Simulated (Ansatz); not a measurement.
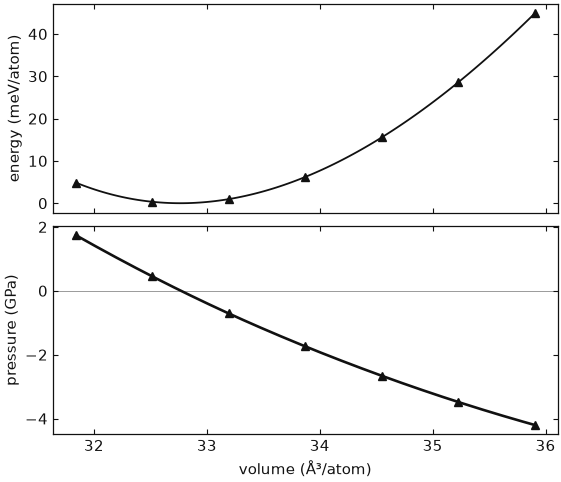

Energy and pressure against volume for Bi₂Te₃, space group R-3m (No. 166).

A third-order Birch–Murnaghan fit gives V0 = 32.77 Å³/atom, B0 = 56.6 GPa and B′ = 4.5. The energy is 4.88 meV/atom at volume 31.84 Å³/atom and 44.86 meV/atom at 35.90 Å³/atom; the lowest computed point is at volume 32.52 Å³/atom (0.33 meV/atom), in a single well. The pressure falls from 1.74 GPa at volume 31.84 Å³/atom to −4.20 GPa at 35.90 Å³/atom, and changes sign near 32.78 Å³/atom.

Method: all-electron LAPW DFT, no spin polarisation; energies at scaled volumes of the given cell, shape and fractions fixed, counted from the fit's minimum, third-order Birch-Murnaghan fit (Ansatz 0.2.0). Level: LDA.

```json
{"setting": "k mesh", "value": "7×7×7"}
{"setting": "occupations", "value": "Fermi–Dirac"}
{"setting": "smearing width", "value": "0.05 eV"}
{"setting": "potentials", "value": "all electron LAPW, scalar relativistic"}
{"setting": "program settings", "value": "basis error eV/atom 0.002"}
```

Cell as given: a = 10.476 Å, b = 10.476 Å, c = 10.476 Å, α = 24.17°, β = 24.17°, γ = 24.17°; 5 atoms.

Keep in mind: spin-orbit coupling left out, heavy elements; shape and atomic fractions are frozen while scaling, which makes layered, chain and framework solids too stiff.
